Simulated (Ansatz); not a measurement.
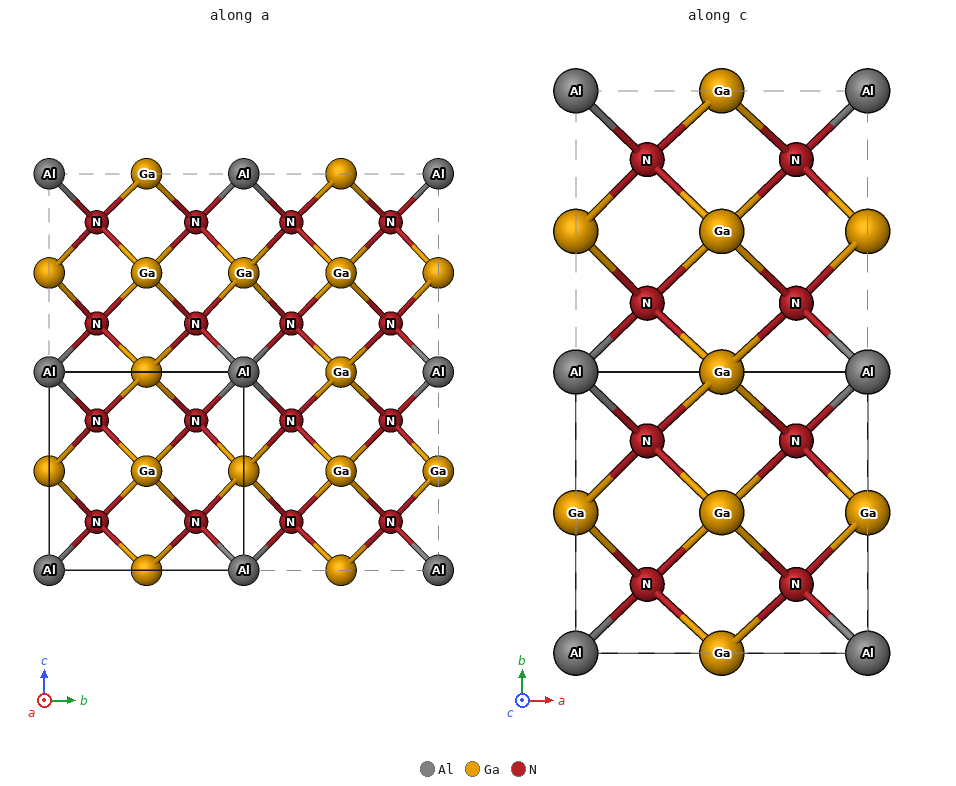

The figure gives a ball-and-stick picture of the atoms, viewed along the a axis and along the c axis. The picture spans 1×2×2 cells, one simulation cell being drawn with solid lines.

The program read this input:
```yaml
crystal:
  lattice:
    - [4.5488463935, 0.0, 0.0]
    - [0.0, 4.3818425109, 0.0]
    - [0.0, 0.0, 4.4653444522]
  atoms:
    - { symbol: Al, position: [0.0, 0.0, 0.0] }
    - { symbol: Ga, position: [0.5, 0.5, 0.0] }
    - { symbol: Ga, position: [0.5, 0.0, 0.5] }
    - { symbol: Ga, position: [0.0, 0.5, 0.5] }
    - { symbol: "N", position: [0.7553510553, 0.7553510553, 0.2446489447] }
    - { symbol: "N", position: [0.7553510553, 0.2446489447, 0.7553510553] }
    - { symbol: "N", position: [0.2446489447, 0.7553510553, 0.7553510553] }
    - { symbol: "N", position: [0.2446489447, 0.2446489447, 0.2446489447] }
basis:
  ecutwfc: 500
kpoints:
  mp_grid: { grid: [6, 6, 6] }
hamiltonian:
  xc: r2scan
scf:
  occupations: { method: gaussian, width: 0.05 }
output:
  forces: true
  stress: true
  eigenvalues: true
```
Run as:
```sh
ansatz run input.yaml --threads 2 --pin off --max-ram 5120MiB --backend cpu --events-out ev --progress --plain --runs-dir out
```

Calculation details: DFT r2SCAN, scalar-relativistic, plane waves, PAW in Ansatz 0.2.0; a cutoff energy of 500 eV, a 6×6×6 k-point grid, Gaussian smearing of 0.05 eV, no spin polarisation.

### How large a gap does the method give, if there is one?

A semiconductor at this level, with a gap of 2.73 eV on the k-mesh (the true edges may lie between mesh points, so the gap can be somewhat smaller).

### Give the pressure and its sign.

The computed pressure is 0.0 GPa, close to zero. The stress isn't hydrostatic: its largest component is 2.7 GPa.

The cell started as a structure listed in the Materials Project. The cell was then strained or its atoms displaced on purpose. It went into a calculation with Ansatz.
